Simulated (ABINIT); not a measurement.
# Run report: NiO, geometry relaxation (part 1 of 3)

The run: geometry relaxation of NiO (Fm-3m, 2 atoms in the cell). Method and program: Kohn-Sham DFT of a periodic cell, PBE, PseudoDojo NC SR PBE v0.5 stringent, spin-polarised (ABINIT 10.8.3).

The structure derives from an entry of the Crystallography Open Database.

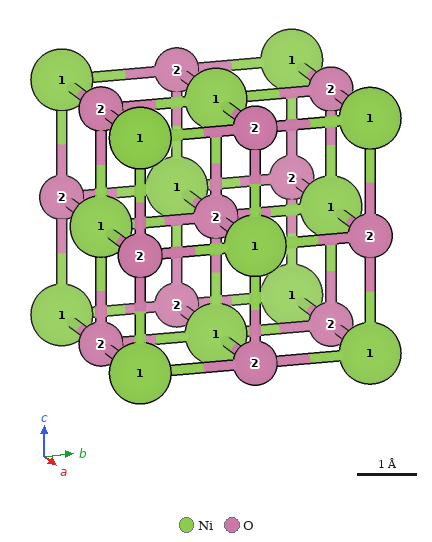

*The input geometry (ball-and-stick view of the cell 4 times as large as that of the calculation, set on its symmetry axes, seen slightly off an axis; atoms are numbered from 1 in the order of the input). An atom can appear more than once, as a periodic image.*

Near neighbours in the periodic cell (some may lie outside the picture): Ni has 6 O at 2.09 Å; O has 6 Ni at 2.09 Å.

Input file
```
# Pseudopotentials
pp_dirpath "./"
pseudos "Ni.upf, O.upf"

# Structure
acell 2.949910391 2.949910391 2.949910391 Angstrom
rprim
     0.0000000000     0.7071067812     0.7071067812
     0.7071067812     0.0000000000     0.7071067812
     0.7071067812     0.7071067812     0.0000000000
ntypat 2
znucl 28 8
natom 2
typat 1 2
chkprim 0
chksymtnons 0
tolsym 1.0e-6
xred
            0.0            0.0            0.0
            1/2            1/2            1/2

# Plane-wave basis
ecut 1414.992085 eV
ecutsm 0.5

# k points
kptopt 1
ngkpt 8 8 8
nshiftk 1
shiftk 0.0 0.0 0.0

# Exchange and correlation
ixc 11

# Bands and occupations
nband 17
occopt 3
tsmear 0.05 eV

# Spin
nsppol 2
spinat
     0.0000000000     0.0000000000     1.0000000000
     0.0000000000     0.0000000000     0.0000000000

# SCF cycle
nstep 80
tolvrs 1.0e-12

# Output
iomode 3
prteig 0
prtebands 0
prtwf 0
prtden 0

# Relaxation
ionmov 2
optcell 2
ntime 50
tolmxf 2.0e-5
dilatmx 1.08
```

Run as:
```bash
mpirun --bind-to none -np 4 abinit run.abi > log 2>&1
```

Log
```
.Version 10.8.3 of ABINIT
 Symmetries : space group Fm -3 m (#225); Bravais cF (face-center cubic)
================================================================================
 Values of the parameters that define the memory need of the present run
     intxc =       0    ionmov =       2      iscf =       7    lmnmax =       6
     lnmax =       6     mgfft =      40  mpssoang =       3    mqgrid =    3001
     natom =       2  nloc_mem =       1    nspden =       2   nspinor =       1
    nsppol =       2      nsym =      48    n1xccc =    2501    ntypat =       2
    occopt =       3   xclevel =       2
       mpw =        2786          nfft =       64000          nkpt =          29
================================================================================
================================================================================

--------------------------------------------------------------------------------
------------- Echo of variables that govern the present computation ------------
--------------------------------------------------------------------------------
 -outvars: echo values of preprocessed input variables --------
            acell      5.5745227350E+00  5.5745227350E+00  5.5745227350E+00 Bohr
              amu      5.86900000E+01  1.59994000E+01
          chkprim           0
      chksymtnons           0
          dilatmx      1.08000000E+00
             ecut      5.20000000E+01 Hartree
           ecutsm      5.00000000E-01 Hartree
           ionmov           2
              ixc          11
         kptrlatt        8    0    0      0    8    0      0    0    8
          kptrlen      4.45961819E+01
            natom           2
            nband          17
            ngfft          40      40      40
             nkpt          29
           nspden           2
           nsppol           2
            nstep          80
             nsym          48
            ntime          50
           ntypat           2
           occopt           3
          optcell           2
           prtden           0
        prtebands           0
           prteig           0
            prtwf           0
            rprim      0.0000000000E+00  7.0710678120E-01  7.0710678120E-01
                       7.0710678120E-01  0.0000000000E+00  7.0710678120E-01
                       7.0710678120E-01  7.0710678120E-01  0.0000000000E+00
          spgroup         225
           spinat      0.0000000000E+00  0.0000000000E+00  1.0000000000E+00
                       0.0000000000E+00  0.0000000000E+00  0.0000000000E+00
           tolmxf      2.00000000E-05
           tolsym      1.00000000E-06
           tolvrs      1.00000000E-12
           tsmear      1.83746611E-03 Hartree
            typat      1  2
           xangst      0.0000000000E+00  0.0000000000E+00  0.0000000000E+00
                       2.0859016414E+00  2.0859016414E+00  2.0859016414E+00
            xcart      0.0000000000E+00  0.0000000000E+00  0.0000000000E+00
                       3.9417828278E+00  3.9417828278E+00  3.9417828278E+00
             xred      0.0000000000E+00  0.0000000000E+00  0.0000000000E+00
                       5.0000000000E-01  5.0000000000E-01  5.0000000000E-01
            znucl       28.00000    8.00000

================================================================================

 chkinp: Checking input parameters for consistency.

================================================================================
== DATASET  1 ==================================================================

--- !DatasetInfo
iteration_state: {dtset: 1, }
dimensions: {natom: 2, nkpt: 29, mband: 17, nsppol: 2, nspinor: 1, nspden: 2, mpw: 2786, }
cutoff_energies: {ecut:  52.0, pawecutdg:  -1.0, }
electrons: {nelect:   2.40000000E+01, charge:   0.00000000E+00, occopt:   3.00000000E+00, tsmear:   1.83746611E-03, }
meta: {optdriver: 0, ionmov: 2, optcell: 2, iscf: 7, paral_kgb: 0, }
...

 Exchange-correlation functional for the present dataset will be:
  GGA: Perdew-Burke-Ernzerhof functional - ixc=11
  J.P.Perdew, K.Burke, M.Ernzerhof, PRL 77, 3865 (1996)

 Real(R)+Recip(G) space primitive vectors, cartesian coordinates (Bohr,Bohr^-1):
 R(1)=  0.0000000  3.9417828  3.9417828  G(1)= -0.1268462  0.1268462  0.1268462
 R(2)=  3.9417828  0.0000000  3.9417828  G(2)=  0.1268462 -0.1268462  0.1268462
 R(3)=  3.9417828  3.9417828  0.0000000  G(3)=  0.1268462  0.1268462 -0.1268462
 Unit cell volume ucvol=  1.2249210E+02 bohr^3
 Angles (23,13,12)=  6.00000000E+01  6.00000000E+01  6.00000000E+01 degrees

 getcut: wavevector=  0.0000  0.0000  0.0000  ngfft=  40  40  40
         ecut(hartree)=     60.653   => boxcut(ratio)=   2.04674

--- Pseudopotential description ------------------------------------------------
- pspini: atom type   1  psp file is ./Ni.upf
  28.00000  18.00000  171031                  znucl, zion, pspdat
12 -101130 2 -1 1372                          pspcod,pspxc,lmax,lloc,mmax
     nproj     2     2     2

- pspini: atom type   2  psp file is ./O.upf
   8.00000   6.00000  171031                  znucl, zion, pspdat
12 -101130 2 -1 936                           pspcod,pspxc,lmax,lloc,mmax
     nproj     2     2     1

   6.06909491E+02                                ecore*ucvol(ha*bohr**3)
--------------------------------------------------------------------------------

================================================================================

=== [ionmov= 2] Broyden-Fletcher-Goldfarb-Shanno method (forces)
================================================================================

--- Iteration: ( 1/50) Internal Cycle: (1/1)
--------------------------------------------------------------------------------

---SELF-CONSISTENT-FIELD CONVERGENCE--------------------------------------------

--- !BeginCycle
iteration_state: {dtset: 1, itime: 1, icycle: 1, }
solver: {iscf: 7, nstep: 80, nline: 4, wfoptalg: 0, }
tolerances: {tolvrs: 1.00E-12, }
...

     iter   Etot(hartree)      deltaE(h)  residm     vres2   difmagsph maxmagsph
 ETOT  1  -185.47864190081    -1.855E+02 3.794E-01 4.891E+02 6.894E-01 6.894E-01
 ETOT  2  -185.54701387554    -6.837E-02 4.341E-02 2.557E+03 2.808E-01 4.087E-01
 ETOT  3  -185.71799630551    -1.710E-01 5.516E-03 1.793E+02 2.909E-01 6.996E-01
 ETOT  4  -185.73402124428    -1.602E-02 1.458E-03 3.974E+00 2.371E-02 6.759E-01
 ETOT  5  -185.73472080793    -6.996E-04 1.652E-03 1.069E+00 1.136E-01 7.895E-01
 ETOT  6  -185.73519551683    -4.747E-04 2.497E-04 1.823E+00 1.211E-01 9.106E-01
 ETOT  7  -185.73611745438    -9.219E-04 4.368E-04 4.581E+00 2.635E-01 1.174E+00
 ETOT  8  -185.73247398398     3.643E-03 3.383E-04 1.198E+01 7.121E-01 4.620E-01
 ETOT  9  -185.72585473071     6.619E-03 2.757E-04 1.220E+02 1.056E+00 5.941E-01
 ETOT 10  -185.73671159183    -1.086E-02 1.266E-03 3.715E-01 1.833E+00 1.239E+00
 ETOT 11  -185.73767892620    -9.673E-04 3.656E-04 2.429E+00 3.364E-01 1.575E+00
 ETOT 12  -185.73795018639    -2.713E-04 3.498E-05 8.512E-02 4.496E-02 1.530E+00
 ETOT 13  -185.73729367606     6.565E-04 1.097E-04 4.319E+00 8.317E-02 1.613E+00
 ETOT 14  -185.73783332973    -5.397E-04 8.633E-05 5.187E-01 4.766E-02 1.566E+00
 ETOT 15  -185.73760979543     2.235E-04 3.678E-06 1.476E+00 3.041E-02 1.596E+00
 ETOT 16  -185.73748232535     1.275E-04 5.685E-06 1.854E+00 1.322E-02 1.609E+00
 ETOT 17  -185.73736744022     1.149E-04 1.082E-06 2.541E+00 7.910E-03 1.617E+00
 ETOT 18  -185.73795928531    -5.918E-04 4.582E-05 5.769E-02 9.822E-02 1.519E+00
 ETOT 19  -185.73796096090    -1.676E-06 1.811E-06 2.784E-02 1.172E-03 1.520E+00
 ETOT 20  -185.73796325845    -2.298E-06 4.041E-07 2.726E-05 2.822E-03 1.517E+00
 ETOT 21  -185.73796315122     1.072E-07 4.498E-07 1.436E-03 3.547E-04 1.518E+00
 ETOT 22  -185.73796326582    -1.146E-07 1.186E-07 8.508E-06 7.262E-04 1.517E+00
 ETOT 23  -185.73796326652    -6.989E-10 1.390E-07 1.686E-07 5.285E-05 1.517E+00
 ETOT 24  -185.73796326653    -1.174E-11 3.625E-08 1.578E-09 2.255E-06 1.517E+00
 ETOT 25  -185.73796326653     2.672E-12 4.539E-08 4.695E-11 5.509E-07 1.517E+00
 ETOT 26  -185.73796326653    -1.137E-13 1.174E-08 6.931E-13 2.704E-08 1.517E+00

 At SCF step   26       vres2   =  6.93E-13 < tolvrs=  1.00E-12 =>converged.

 Cartesian components of stress tensor (hartree/bohr^3)
  sigma(1 1)= -2.20210463E-04  sigma(3 2)=  0.00000000E+00
  sigma(2 2)= -2.20210463E-04  sigma(3 1)=  0.00000000E+00
  sigma(3 3)= -2.20210463E-04  sigma(2 1)=  0.00000000E+00

--- !ResultsGS
iteration_state: {dtset: 1, itime: 1, icycle: 1, }
comment   : Summary of ground state results
lattice_vectors:
- [  0.0000000,   3.9417828,   3.9417828, ]
- [  3.9417828,   0.0000000,   3.9417828, ]
- [  3.9417828,   3.9417828,   0.0000000, ]
lattice_lengths: [   5.57452,    5.57452,    5.57452, ]
lattice_angles: [ 60.000,  60.000,  60.000, ] # degrees, (23, 13, 12)
lattice_volume:   1.2249210E+02
convergence: {deltae: -1.137E-13, res2:  6.931E-13, residm:  1.174E-08, diffor: null, }
etotal    :  -1.85737963E+02
entropy   :   0.00000000E+00
fermie    :   3.31635100E-01
cartesian_stress_tensor: # hartree/bohr^3
- [ -2.20210463E-04,   0.00000000E+00,   0.00000000E+00, ]
- [  0.00000000E+00,  -2.20210463E-04,   0.00000000E+00, ]
- [  0.00000000E+00,   0.00000000E+00,  -2.20210463E-04, ]
pressure_GPa:   6.4788E+00
xred      :
- [  0.0000E+00,   0.0000E+00,   0.0000E+00, Ni]
- [  5.0000E-01,   5.0000E-01,   5.0000E-01,  O]
cartesian_forces: # hartree/bohr
- [ -0.00000000E+00,  -0.00000000E+00,  -0.00000000E+00, ]
- [ -0.00000000E+00,  -0.00000000E+00,  -0.00000000E+00, ]
force_length_stats: {min:   0.00000000E+00, max:   0.00000000E+00, mean:   0.00000000E+00, }
...

 Integrated electronic and magnetization densities in atomic spheres:
 ------------------------------------------------------------------------------------------------------------
 Radius=ratsph(iatom), smearing ratsm=  0.0000. Diff(up-dn)=approximate z local magnetic moment.
    Atom    Radius    up_density   dn_density  Total(up+dn)  Diff(up-dn)
    1 Ni   2.00000     8.850593     7.333593     16.184186     1.517001
    2  O   2.00000     3.279187     2.950337      6.229524     0.328850
 ------------------------------------------------------------------------------------------------------------
  Sum:                12.129780    10.283930     22.413710     1.845851
 Total magnetization (from the atomic spheres):                1.845851
 Total magnetization (exact up - dn):                          1.854465

---OUTPUT-----------------------------------------------------------------------

 Cartesian coordinates (xcart) [bohr]
  0.00000000000000E+00  0.00000000000000E+00  0.00000000000000E+00
  3.94178282784346E+00  3.94178282784346E+00  3.94178282784346E+00
 Reduced coordinates (xred)
  0.00000000000000E+00  0.00000000000000E+00  0.00000000000000E+00
  5.00000000000000E-01  5.00000000000000E-01  5.00000000000000E-01
 Cartesian forces (fcart) [Ha/bohr]; max,rms= 0.00000E+00 0.00000E+00 (free atoms)
 -0.00000000000000E+00 -0.00000000000000E+00 -0.00000000000000E+00
 -0.00000000000000E+00 -0.00000000000000E+00 -0.00000000000000E+00
 Gradient of E wrt nuclear positions in reduced coordinates (gred)
  0.00000000000000E+00  0.00000000000000E+00  0.00000000000000E+00
  0.00000000000000E+00  0.00000000000000E+00  0.00000000000000E+00
 Scale of Primitive Cell (acell) [bohr]
  5.57452273495954E+00  5.57452273495954E+00  5.57452273495954E+00
 Real space primitive translations (rprimd) [bohr]
  0.00000000000000E+00  3.94178282784346E+00  3.94178282784346E+00
  3.94178282784346E+00  0.00000000000000E+00  3.94178282784346E+00
  3.94178282784346E+00  3.94178282784346E+00  0.00000000000000E+00
 Unitary Cell Volume (ucvol) [Bohr^3]=  1.22492098588350E+02
 Angles (23,13,12)= [degrees]
  6.00000000000000E+01  6.00000000000000E+01  6.00000000000000E+01
 Lengths [Bohr]
  5.57452273506560E+00  5.57452273506560E+00  5.57452273506560E+00
 Stress tensor in cartesian coordinates (strten) [Ha/bohr^3]
 -2.20210463255106E-04  0.00000000000000E+00  0.00000000000000E+00
  0.00000000000000E+00 -2.20210463255092E-04  0.00000000000000E+00
  0.00000000000000E+00  0.00000000000000E+00 -2.20210463255099E-04
 Total energy (etotal) [Ha]= -1.85737963266525E+02

--- Iteration: ( 2/50) Internal Cycle: (1/1)
--------------------------------------------------------------------------------

---SELF-CONSISTENT-FIELD CONVERGENCE--------------------------------------------

--- !BeginCycle
iteration_state: {dtset: 1, itime: 2, icycle: 1, }
solver: {iscf: 7, nstep: 80, nline: 4, wfoptalg: 0, }
tolerances: {tolvrs: 1.00E-12, }
...

     iter   Etot(hartree)      deltaE(h)  residm     vres2   difmagsph maxmagsph
 ETOT  1  -185.65603464446    -1.857E+02 1.521E-06 1.179E+03 1.738E+00 1.738E+00
 ETOT  2  -184.82627711433     8.298E-01 2.680E-05 1.190E+04 1.322E+00 4.166E-01
 ETOT  3  -185.71928331473    -8.930E-01 1.105E-02 2.656E+02 1.234E+00 1.651E+00
 ETOT  4  -185.73370193339    -1.442E-02 1.950E-04 6.605E+01 6.375E-02 1.587E+00
 ETOT  5  -185.73802395666    -4.322E-03 5.698E-05 4.416E+00 4.177E-02 1.545E+00
 ETOT  6  -185.73831455366    -2.906E-04 9.359E-06 3.015E-01 1.911E-02 1.526E+00
 ETOT  7  -185.73833358474    -1.903E-05 7.954E-07 1.497E-03 3.888E-03 1.530E+00
 ETOT  8  -185.73833390295    -3.182E-07 2.835E-08 5.784E-05 1.589E-03 1.530E+00
 ETOT  9  -185.73833390888    -5.932E-09 3.425E-09 8.073E-05 2.887E-04 1.530E+00
 ETOT 10  -185.73833391439    -5.502E-09 8.636E-10 1.903E-07 8.747E-05 1.530E+00
 ETOT 11  -185.73833391442    -3.155E-11 1.287E-09 1.280E-07 2.046E-05 1.530E+00
 ETOT 12  -185.73833391442    -2.046E-12 3.304E-10 3.922E-09 6.992E-06 1.530E+00
 ETOT 13  -185.73833391443    -5.230E-12 4.568E-10 2.137E-10 4.885E-07 1.530E+00
 ETOT 14  -185.73833391442     7.645E-12 1.277E-10 1.529E-12 2.275E-07 1.530E+00
 ETOT 15  -185.73833391442    -6.850E-12 1.741E-10 8.729E-14 2.699E-08 1.530E+00

 At SCF step   15       vres2   =  8.73E-14 < tolvrs=  1.00E-12 =>converged.

 Cartesian components of stress tensor (hartree/bohr^3)
  sigma(1 1)= -8.53886529E-05  sigma(3 2)=  0.00000000E+00
  sigma(2 2)= -8.53886529E-05  sigma(3 1)=  0.00000000E+00
  sigma(3 3)= -8.53886529E-05  sigma(2 1)=  0.00000000E+00

--- !ResultsGS
iteration_state: {dtset: 1, itime: 2, icycle: 1, }
comment   : Summary of ground state results
lattice_vectors:
- [  0.0000000,   3.9678235,   3.9678235, ]
- [  3.9678235,   0.0000000,   3.9678235, ]
- [  3.9678235,   3.9678235,   0.0000000, ]
lattice_lengths: [   5.61135,    5.61135,    5.61135, ]
lattice_angles: [ 60.000,  60.000,  60.000, ] # degrees, (23, 13, 12)
lattice_volume:   1.2493584E+02
convergence: {deltae: -6.850E-12, res2:  8.729E-14, residm:  1.741E-10, diffor: null, }
etotal    :  -1.85738334E+02
entropy   :   0.00000000E+00
fermie    :   3.19742526E-01
cartesian_stress_tensor: # hartree/bohr^3
- [ -8.53886529E-05,   0.00000000E+00,   0.00000000E+00, ]
- [  0.00000000E+00,  -8.53886529E-05,   0.00000000E+00, ]
- [  0.00000000E+00,   0.00000000E+00,  -8.53886529E-05, ]
pressure_GPa:   2.5122E+00
xred      :
- [  0.0000E+00,   0.0000E+00,   0.0000E+00, Ni]
- [  5.0000E-01,   5.0000E-01,   5.0000E-01,  O]
cartesian_forces: # hartree/bohr
- [ -0.00000000E+00,  -0.00000000E+00,  -0.00000000E+00, ]
- [ -0.00000000E+00,  -0.00000000E+00,  -0.00000000E+00, ]
force_length_stats: {min:   0.00000000E+00, max:   0.00000000E+00, mean:   0.00000000E+00, }
...

 Integrated electronic and magnetization densities in atomic spheres:
 ------------------------------------------------------------------------------------------------------------
 Radius=ratsph(iatom), smearing ratsm=  0.0000. Diff(up-dn)=approximate z local magnetic moment.
    Atom    Radius    up_density   dn_density  Total(up+dn)  Diff(up-dn)
    1 Ni   2.00000     8.852153     7.322239     16.174393     1.529914
    2  O   2.00000     3.274009     2.942344      6.216353     0.331665
 ------------------------------------------------------------------------------------------------------------
  Sum:                12.126162    10.264584     22.390746     1.861578
 Total magnetization (from the atomic spheres):                1.861578
 Total magnetization (exact up - dn):                          1.871352

---OUTPUT-----------------------------------------------------------------------
```
